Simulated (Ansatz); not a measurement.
# SrAgCl3 (model cell, started as cubic perovskite with Sr in the octahedra): following an unstable mode, part 2 of 3

Aim: this structure of SrAgCl3 (model cell, started as cubic perovskite with Sr in the octahedra) is to be tested for unstable modes, and one is followed downhill.

Ansatz 0.2.0; DFT PBEsol, scalar-relativistic, plane waves, PAW; PAW set soft_1.

So far, highest frequency on the path or at a solved wavevector (cm⁻¹): step 2 (phonons on a q mesh) 305. Also lowest frequency on the path (cm⁻¹): step 2 -103.

The structure was built from a prototype and need not be the compound's stable phase.

## Step 6: Relaxation from the frozen mode

Starting from the lowest point found, all atoms and the cell are let go, so that strain and other modes of the same symmetry can join in.

File input.yaml:

```yaml
crystal:
  lattice:
    - [5.5026364874, 5.5026364874, 0.0]
    - [5.5026364874, 0.0, 5.5026364874]
    - [5.5026364874, 0.0, -5.5026364874]
  atoms:
    - { symbol: Ag, position: [0.0, 0.0, 0.0] }
    - { symbol: Ag, position: [0.0, 0.5, 0.5] }
    - { symbol: Sr, position: [0.5, 0.25, 0.75] }
    - { symbol: Sr, position: [0.5, 0.75, 0.25] }
    - { symbol: Cl, position: [0.5, 0.0545193201, 1.0545193201] }
    - { symbol: Cl, position: [0.5, 0.4454806799, 0.4454806799] }
    - { symbol: Cl, position: [0.0, 0.0, 0.5] }
    - { symbol: Cl, position: [0.0, 0.5, 0.0] }
    - { symbol: Cl, position: [0.5, -0.0545193201, 0.5545193201] }
    - { symbol: Cl, position: [0.5, 0.5545193201, -0.0545193201] }
kpoints:
  mp_grid: { grid: [6, 6, 6] }
hamiltonian:
  xc: pbesol
  pseudopotentials: { kind: paw, azcp: { folder: soft_1 }, xc_functional: pbe }
scf:
  occupations: { method: fixed }
output:
  forces: true
  stress: true
  eigenvalues: true
relax:
  adjacent_minimum: "off"
  f_tol: 0.002
  max_steps: 120
  cell: { stress_tol: 0.03 }
```

Started as:

```console
ansatz run input.yaml --threads 4 --pin off --max-ram 16384MiB --backend cpu --events-out ev --progress --plain --runs-dir out
```

Numbers of over 12 decimals in the logs are rounded to 6 here.

The program printed:

```text
[...]
Crystal: 10 atoms, lattice volume = 333.229 Å³
Basis set: ecut = 420 eV, 6423 PW (Γ), exchange–correlation on 108×108×108 points (8 copies of the dense FFT grid, shifted against one another)
Bands: 60, of which v1, the nominal top of the filled ones, is band 50 counted from 1 (49 counted from 0)
Symmetry: 16 space group operations
[...]
k-points: 30 of 216
[...]
SCF iter   1: F=—  HF=-28410.797620 eV  |F-HF|=—  |Δ(HF+E_count)|=         —  Δρ=4.66e-2  dr2=1.16e1  ethr=3.10e-3  ⟨swp⟩=5.0  Hψ=8612  notcnv=0  defer=240
[...]
SCF iter  10: F=-28406.292000 eV  HF=-28406.292000 eV  |F-HF|=2.41e-8  |Δ(HF+E_count)|=   3.63e-7  Δρ=1.54e-6  dr2=1.54e-8  ethr=1.00e-10  ⟨swp⟩=19.4  Hψ=12540  notcnv=0
SCF 1 converged in 10 iterations: F = -28406.292000 eV  dr2 = 1.54e-8
[...]
relax step   1: F+E_penalty+E_count = -28406.29199979 eV  Δ(F+E_penalty+E_count) = +0.000e0 eV  max|allowed force component| = 5.384e-1 eV/Å  Δτ_max = 0.0000 Å  P = -1.204 GPa  Ω = 333.229 Å³  (10 SCF iters, dr2 threshold 1.00e-7 eV, accepted)
Crystal: 10 atoms, lattice volume = 322.698 Å³
Basis set: ecut = 420 eV, 6279 PW (Γ), exchange–correlation on 108×108×108 points (8 copies of the dense FFT grid, shifted against one another)
[...]
iter 1 solved again at ethr=6.01e-5 eV; its pass at ethr=3.10e-3 eV (dr2=6.01e-2 eV) is discarded
SCF iter   1: F=—  HF=-28406.813489 eV  |F-HF|=—  |Δ(HF+E_count)|=         —  Δρ=4.85e-3  dr2=7.32e-2  ethr=6.01e-5  ⟨swp⟩=2.2  Hψ=7614  notcnv=0  defer=239
eigensolver tolerance schedule calibrated: the retry pair's looser diagonalisation under-reported the residual by θ = 0.18 (0.10/decade); ethr = c·dr2/N_el runs at the constant in force after the calibration composes with the one it found (an armed cap, an earlier calibration), c = 9.1e-2
[...]
SCF iter   2: F=—  HF=-28406.798143 eV  |F-HF|=—  |Δ(HF+E_count)|=   1.53e-2  Δρ=2.18e-3  dr2=1.27e-2  ethr=6.01e-5  ⟨swp⟩=2.8  Hψ=2705  notcnv=0  defer=240
[...]
SCF iter   7: F=-28406.798175 eV  HF=-28406.798174 eV  |F-HF|=3.62e-7  |Δ(HF+E_count)|=   4.12e-6  Δρ=6.10e-6  dr2=1.66e-7  ethr=9.13e-10  ⟨swp⟩=18.2  Hψ=11767  notcnv=0
SCF 2 converged in 7 iterations: F = -28406.798175 eV  dr2 = 1.66e-7
relax step   2: F+E_penalty+E_count = -28406.79817452 eV  Δ(F+E_penalty+E_count) = -5.062e-1 eV  max|allowed force component| = 5.524e-1 eV/Å  Δτ_max = 0.1951 Å  P = -1.262 GPa  Ω = 322.698 Å³  energy of the carried Pulay correction = +7.635e-4 eV  (7 SCF iters, dr2 threshold 1.00e-6 eV, accepted)
Crystal: 10 atoms, lattice volume = 312.806 Å³
Basis set: ecut = 420 eV, 6091 PW (Γ), exchange–correlation on 108×108×108 points (8 copies of the dense FFT grid, shifted against one another)
[...]
SCF iter   7: F=-28407.231228 eV  HF=-28407.231228 eV  |F-HF|=2.28e-7  |Δ(HF+E_count)|=   2.10e-6  Δρ=6.08e-6  dr2=1.20e-7  ethr=1.00e-9  ⟨swp⟩=17.4  Hψ=12080  notcnv=0
SCF 3 converged in 7 iterations: F = -28407.231228 eV  dr2 = 1.20e-7
relax step   3: F+E_penalty+E_count = -28407.23122810 eV  Δ(F+E_penalty+E_count) = -4.331e-1 eV  max|allowed force component| = 3.455e-1 eV/Å  Δτ_max = 0.1954 Å  P = -1.299 GPa  Ω = 312.806 Å³  energy of the carried Pulay correction = +1.519e-3 eV  (7 SCF iters, dr2 threshold 1.00e-6 eV, accepted)
[...]
relax step   4: F+E_penalty+E_count = -28407.37267038 eV  Δ(F+E_penalty+E_count) = -1.414e-1 eV  max|allowed force component| = 3.567e-1 eV/Å  Δτ_max = 0.1943 Å  P = +0.504 GPa  Ω = 290.420 Å³  energy of the carried Pulay correction = +3.387e-3 eV  (7 SCF iters, dr2 threshold 1.00e-6 eV, accepted)
[...]
relax step   5: F+E_penalty+E_count = -28407.36683340 eV  Δ(F+E_penalty+E_count) = +5.837e-3 eV  max|allowed force component| = 2.247e-1 eV/Å  Δτ_max = 0.1150 Å  P = +0.765 GPa  Ω = 291.588 Å³  energy of the carried Pulay correction = +3.284e-3 eV  (6 SCF iters, dr2 threshold 1.00e-6 eV, rejected (line search))
[...]
relax step   6: F+E_penalty+E_count = -28407.42091606 eV  Δ(F+E_penalty+E_count) = -4.825e-2 eV  max|allowed force component| = 4.365e-2 eV/Å  Δτ_max = 0.0566 Å  P = -0.017 GPa  Ω = 295.487 Å³  energy of the carried Pulay correction = +2.944e-3 eV  (10 SCF iters, accepted)
[...]
relax step   7: F+E_penalty+E_count = -28407.42179260 eV  Δ(F+E_penalty+E_count) = -8.765e-4 eV  max|allowed force component| = 4.149e-3 eV/Å  Δτ_max = 0.0099 Å  P = +0.018 GPa  Ω = 295.457 Å³  energy of the carried Pulay correction = +2.946e-3 eV  (5 SCF iters, dr2 threshold 1.19e-7 eV, accepted)
[...]
relax step   8: F+E_penalty+E_count = -28407.42179365 eV  Δ(F+E_penalty+E_count) = -1.049e-6 eV  max|allowed force component| = 3.957e-4 eV/Å  Δτ_max = 0.0009 Å  P = -0.004 GPa  Ω = 295.647 Å³  energy of the carried Pulay correction = +2.930e-3 eV  (6 SCF iters, dr2 threshold 2.92e-9 eV, accepted)
Basis set: ecut = 420 eV, 5801 PW (Γ), exchange–correlation on 108×100×100 points (8 copies of the dense FFT grid, shifted against one another)
[...]
SCF iter   6: F=-28407.419155 eV  HF=-28407.419155 eV  |F-HF|=2.91e-11  |Δ(HF+E_count)|=  1.16e-10  Δρ=6.42e-8  dr2=2.20e-11  ethr=1.00e-12  ⟨swp⟩=20.0  Hψ=12501  notcnv=0
SCF 9 converged in 6 iterations: F = -28407.419155 eV  dr2 = 2.20e-11
relax step   9: F+E_penalty+E_count = -28407.41915485 eV  Δ(F+E_penalty+E_count) = +2.639e-3 eV  max|allowed force component| = 3.608e-4 eV/Å  Δτ_max = 0.0000 Å  P = -0.007 GPa  Ω = 295.647 Å³  stress off target by 7.40e-3 GPa  SCF on the basis re-selected at this cell (its energy is not comparable with the rows above)  (6 SCF iters)
basis re-selected at this cell: Δ(F+E_penalty+E_count) = +2.639e-3 eV, ΔP = -0.003 GPa vs the last step (what re-selecting the basis moved, of the pressure what is left beyond the Pulay correction that the steps carried, after the strain that the cell walked since its last selection, with what the two solves' SCF thresholds leave and, on support functions, any second-order correction that the steps lacked; it is no measure of the basis error at this ecutwfc). The dense FFT grid was sized anew with the basis: this SCF ran on 54×50×50 points, the steps before it on 54×54×54, so part of this shift can come from that change (see relax.cell in the input reference). [rest of the remark cut]
SCF converged after 6 iterations
Free energy (F): -28407.419155 eV
[...]
Internal energy: -28407.419155 eV  (E = F + TS)
E sigma→0 (E₀):  -28407.419155 eV
Fermi energy:    2.740765 eV
[...]
--- Forces (eV/Å), atoms counted from 1 ---
  atom   1  Ag    -0.00000000     0.00000000     0.00000000
  atom   2  Ag     0.00000000    -0.00000000     0.00000000
  atom   3  Sr     0.00000000    -0.00000000     0.00000000
  atom   4  Sr    -0.00000000    -0.00000000     0.00000000
  atom   5  Cl    -0.00036079     0.00000000     0.00000000
  atom   6  Cl     0.00036079    -0.00000000     0.00000000
  atom   7  Cl    -0.00000000     0.00000000    -0.00000000
  atom   8  Cl    -0.00000000    -0.00000000     0.00000000
  atom   9  Cl    -0.00000000     0.00000000     0.00036079
  atom  10  Cl     0.00000000    -0.00000000    -0.00036079
  max |Σ_I F_I| component: 3.47e-18 eV/Å
--- Stress (GPa, compression-positive) ---
       -0.007405      -0.000000      -0.000000
       -0.000000      -0.006854       0.000000
       -0.000000       0.000000      -0.007405
  P = ⅓ Tr σ = -0.0072 GPa (-0.072 kbar)
--- Band table (eV; the first three rows and the last of 30) ---
  k-point 0: bands = [... 46 lower, 2.5342, 2.5342, 2.7284, 2.7284, 4.7239, 6.2108, 8.6738, 8.6738, ... 6 higher]
  k-point 1: bands = [... 46 lower, 2.4992, 2.5144, 2.6509, 2.7084, 4.9553, 6.2002, 8.7174, 8.7822, ... 6 higher]
  k-point 2: bands = [... 46 lower, 2.4140, 2.4551, 2.5684, 2.6607, 5.4597, 6.1512, 8.6775, 8.8729, ... 6 higher]
  k-point 29: bands = [... 46 lower, 2.3211, 2.3211, 2.7408, 2.7408, 5.6280, 6.4256, 8.7858, 8.7858, ... 6 higher]
--- Relaxed structure (8 steps of the walk, 7 accepted, 1 SCFs on fresh bases) ---
  F+E_penalty+E_count = -28407.41915485 eV   max|allowed force component| = 3.608e-4 eV/Å   (the final SCF, on the basis selected at the relaxed cell)
  cell:  # Å, volume = 295.6466 Å³
    - [5.280560, 5.301306, 0]
    - [5.280560, 0, 5.280560]
    - [5.280560, 0, -5.280560]
  atoms:
    - { symbol: Ag, position: [0, -7.566075556467518e-19, -2.522025185489179e-19] }
    - { symbol: Ag, position: [0, 0.500000, 0.500000] }
    - { symbol: Sr, position: [0.5, 0.250000, 0.750000] }
    - { symbol: Sr, position: [0.5, 0.750000, 0.250000] }
    - { symbol: Cl, position: [0.5, 0.101690, 1.101690] }
    - { symbol: Cl, position: [0.5, 0.398310, 0.398310] }
    - { symbol: Cl, position: [0, 0.0, 0.500000] }
    - { symbol: Cl, position: [0, 0.500000, 0.0] }
    - { symbol: Cl, position: [0.5, -0.101690, 0.601690] }
    - { symbol: Cl, position: [0.5, 0.601690, -0.101690] }
```

Run time: 100 s. Hardware: 4 threads of Arm Neoverse V1, shared host; peak memory 1 GiB; 6.5 min of CPU time.

The steps of the relaxation:

```tsv
step	energy less that of the first step (eV)	largest force component (eV/Å)	pressure (GPa)	volume (Å³)
1	0.0000	0.5384	-1.20	333.23
2	-0.5062	0.5524	-1.26	322.70
3	-0.9392	0.3455	-1.30	312.81
4	-1.0807	0.3567	0.50	290.42
5	-1.0748	0.2247	0.77	291.59
6	-1.1289	0.0437	-0.02	295.49
7	-1.1298	0.0041	0.02	295.46
8	-1.1298	0.0004	0.00	295.65
9*	-1.1272	0.0004	-0.01	295.65
```

Relaxation steps marked * repeat the geometry before them on a plane-wave basis chosen anew for their cell, so energy and pressure can jump there. Relaxation step 5 was tried and not accepted.

The run keeps the 16 symmetry operations that it works with, so distortions that break them were not tested.

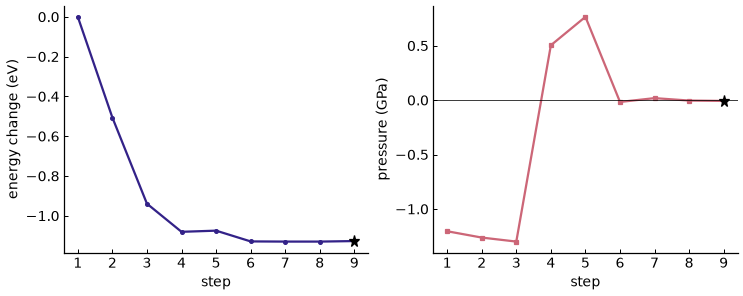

Energy and pressure along the relaxation. Stars mark steps on a basis chosen anew.

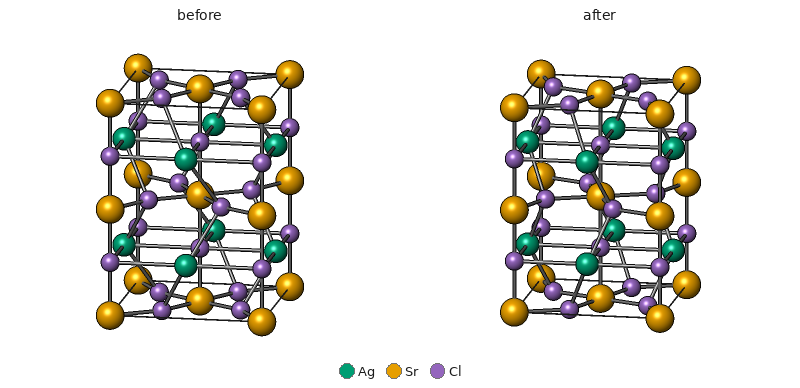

Before and after, at one scale.

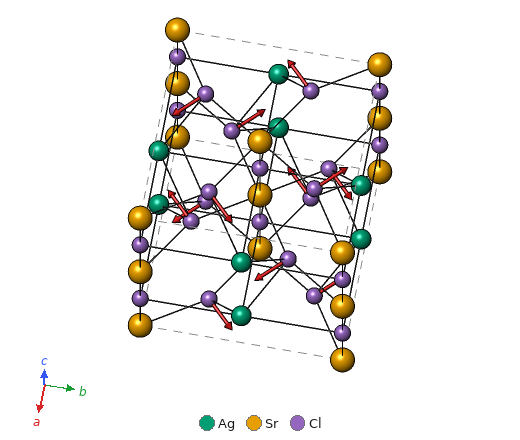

Displacements in the relaxation, exaggerated, measured against the changing cell; the longest in the cell stands for 0.50 Å. Some periodic images of atoms are drawn too.

```tsv
conventional cell, symmetrised	before	after	change
a (Å)	7.782	7.468	-4.0 %
b (Å)	7.782	7.468	-4.0 %
c (Å)	11.005	10.603	-3.7 %
volume (Å³/atom)	33.32	29.56	-11.3 %
```

The atoms that moved most (Å, as changes of fractional coordinates times the final cell):

```tsv
atom	dx	dy	dz	length
Cl5	0.498	0.000	0.000	0.498
Cl6	-0.498	0.000	0.000	0.498
Cl10	0.000	0.000	0.498	0.498
Cl9	0.000	0.000	-0.498	0.498
```

Final coordinates:

```cif
data_structure
_symmetry_space_group_name_H-M 'P 1'
_symmetry_Int_Tables_number 1
_cell_length_a 7.4825
_cell_length_b 7.4678
_cell_length_c 7.4678
_cell_angle_alpha 90.000
_cell_angle_beta 60.065
_cell_angle_gamma 60.065
_cell_volume 295.65
loop_
_atom_site_label
_atom_site_type_symbol
_atom_site_fract_x
_atom_site_fract_y
_atom_site_fract_z
_atom_site_occupancy
Ag1 Ag 0.00000 0.00000 0.00000 1
Ag2 Ag 0.00000 0.50000 0.50000 1
Sr3 Sr 0.50000 0.25000 0.75000 1
Sr4 Sr 0.50000 0.75000 0.25000 1
Cl5 Cl 0.50000 0.10169 0.10169 1
Cl6 Cl 0.50000 0.39831 0.39831 1
Cl7 Cl 0.00000 0.00000 0.50000 1
Cl8 Cl 0.00000 0.50000 0.00000 1
Cl9 Cl 0.50000 0.89831 0.60169 1
Cl10 Cl 0.50000 0.60169 0.89831 1
```

This step gave:

- pressure: -0.007221 GPa
- gap on the k-mesh: 1.983 eV
- volume per atom: 29.56 Å³

The distorted start has space group I4/mcm; the relaxation ends in I4/mcm.

## Step 7: The new phase in its own primitive cell

The relaxed structure is symmetrised, reduced to its primitive cell and relaxed tightly, as its phonons need.

input.yaml, the sections that differ from step 6:

```yaml
crystal:
  lattice:
    - [-3.733920039, 3.733920039, 5.3013058266]
    - [3.733920039, -3.733920039, 5.3013058266]
    - [3.733920039, 3.733920039, -5.3013058266]
  atoms:
    - { symbol: Ag, position: [0.75, 0.25, 0.5] }
    - { symbol: Ag, position: [0.25, 0.75, 0.5] }
    - { symbol: Sr, position: [0.0, 0.0, 0.0] }
    - { symbol: Sr, position: [0.5, 0.5, 0.0] }
    - { symbol: Cl, position: [0.6483096247, 0.1483096247, 0.7966192494] }
    - { symbol: Cl, position: [0.3516903753, 0.8516903753, 0.2033807506] }
    - { symbol: Cl, position: [0.25, 0.25, 0.0] }
    - { symbol: Cl, position: [0.75, 0.75, 0.0] }
    - { symbol: Cl, position: [0.1483096247, 0.3516903753, 0.5] }
    - { symbol: Cl, position: [0.8516903753, 0.6483096247, 0.5] }
relax:
  adjacent_minimum: "off"
  f_tol: 0.001
  max_steps: 60
  cell: { stress_tol: 0.01 }
# kpoints, hamiltonian, scf, output: as in step 6
```

The program printed:

```text
[...]
Crystal: 10 atoms, lattice volume = 295.647 Å³
Basis set: ecut = 420 eV, 5801 PW (Γ), exchange–correlation on 108×108×108 points (8 copies of the dense FFT grid, shifted against one another)
Bands: 60, of which v1, the nominal top of the filled ones, is band 50 counted from 1 (49 counted from 0)
Symmetry: 16 space group operations
[...]
k-points: 30 of 216
[...]
- { symbol: Sr, position: [0.0, 0.0, 0.0] }
    - { symbol: Sr, position: [0.500000, 0.500000, 0.0] }
    - { symbol: Cl, position: [0.648310, 0.1483096247, 0.796619] }
    - { symbol: Cl, position: [0.351690, 0.8516903753, 0.2033807506] }
    - { symbol: Cl, position: [0.250000, 0.250000, 0.0] }
    - { symbol: Cl, position: [0.750000, 0.750000, 0.0] }
    - { symbol: Cl, position: [0.1483096247, 0.351690, 0.500000] }
    - { symbol: Cl, position: [0.851690, 0.648310, 0.5] }
[key lines of the parts left out:]
SCF converged after 7 iterations
Free energy (F): -28407.419155 eV
Fermi energy:    2.740764 eV
P = ⅓ Tr σ = -0.0072 GPa (-0.072 kbar)
```

The job ended after 22 s (4 threads; peak memory 0.95 GiB).

Little changed from the start: no atom moved by 0.005 Å and no cell edge by 0.1 %.

This step gave:

```
pressure           : -0.007220 GPa
direct gap on mesh : 1.995 eV
```

The largest force component left is 0.26 meV/Å and the pressure is -0.007 GPa, within the tolerances set. The cell now holds 29.56 Å³/atom.

(Continued in part 3 of 3.)

[Logs are printed without paths, hosts, clocks, repeated set-up lines and the standing remarks that a program may print on its own settings, such as how far it seeks lower states.]

[Hosts, paths, dates, database ids (printed as entryN), source tags and the programs' standing remarks are cut or masked in the printed files.]
